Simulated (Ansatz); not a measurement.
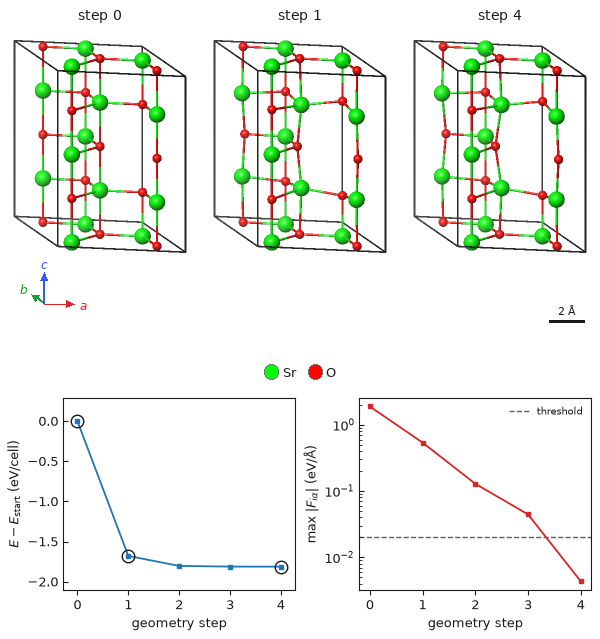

Frames of a relaxation of a defect cell of composition Sr₁₁O₁₂ (cell charge −2), marked on the history of the run. The picture is a ball-and-stick view of the cell of the calculation (origin shifted), seen slightly off an axis.

Case: Sr vacancy, atoms relaxed.

Level of theory: DFT PBE, scalar-relativistic, plane waves, PAW (Ansatz). Set-up: plane-wave cutoff 420 eV; k-point mesh 3 × 3 × 2; occupations gaussian; smearing width 0.05 eV; no spin polarisation; atoms relaxed in a fixed cell; force threshold 0.02 eV/Å; at most 50 steps.

Describe the path.

Answer. The energy falls by 1.813 eV per cell of the calculation in 4 geometry steps. Largest force component: 1.9 eV/Å at the start, 0.0044 eV/Å at the end. The largest moves, 0.27 Å, are those of O atoms. Largest moves by element: O 0.27 Å, Sr 0.16 Å. The lattice vectors keep their values. Among the contacts that change: O–Sr 2.592 → 2.414 Å, O–Sr 2.592 → 2.733 Å, Sr–Sr 3.585 → 3.717 Å, O–Sr 2.477 → 2.354 Å. Bond angles that change, for instance: Sr–O–Sr 180.0° → 163.5°, O–Sr–O 90.0° → 105.8°, Sr–O–Sr 120.0° → 131.4°. Cost: 46 s on 4 threads of Intel(R) Xeon(R) Platinum 8375C CPU @ 2.90GHz (Ice Lake), with other jobs on the host, peak memory 1.5 GiB. From step 0 to 1: O atoms move most (0.20 Å), energy −1.679 eV per cell of the calculation. From step 1 to 4: O atoms move most (0.11 Å), energy −0.134 eV per cell of the calculation.

Limits of the set-up: the periodic images lie only 7.4 Å apart, so the values are limited by the cell's size; the cell is charged, on a uniform background, and energies carry no finite-size correction.
